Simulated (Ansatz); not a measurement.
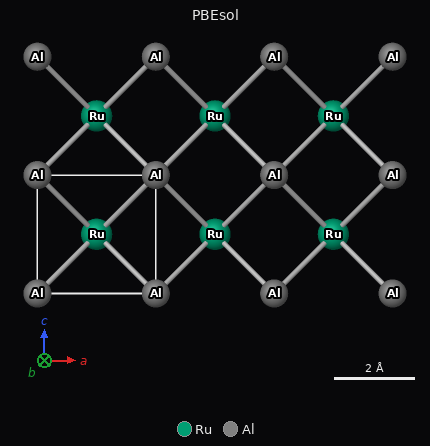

Solid AlRu (set up in Pm-3m), relaxed (cell and atoms) with several functionals. The picture shows the result with PBEsol. The picture is a ball-and-stick view of the cell of the calculation, repeated 3 × 1 × 2 with one cell outlined, seen along the b axis.

Computed with Ansatz 0.2.0: Ansatz PAW. Settings: plane-wave cutoff 420 eV; k-point mesh 9 × 9 × 9; occupations fermi-dirac; smearing width 0.05 eV; no spin polarisation; cell and atoms relaxed; force threshold 0.01 eV/Å.

```tsv
functional	volume (Å³/atom)	a (Å)
PBE	?	?
PBEsol	13.181	2.976
r2SCAN	13.262	2.982
LDA	12.884	2.954
```

### Fill in the missing row.

With PBE the volume is the largest of the series, above r2SCAN (13.262). The calculation gives 13.551 Å³/atom (a = 3.004 Å). In order of volume: LDA < PBEsol < r2SCAN < PBE; the spread is 5.2 %.
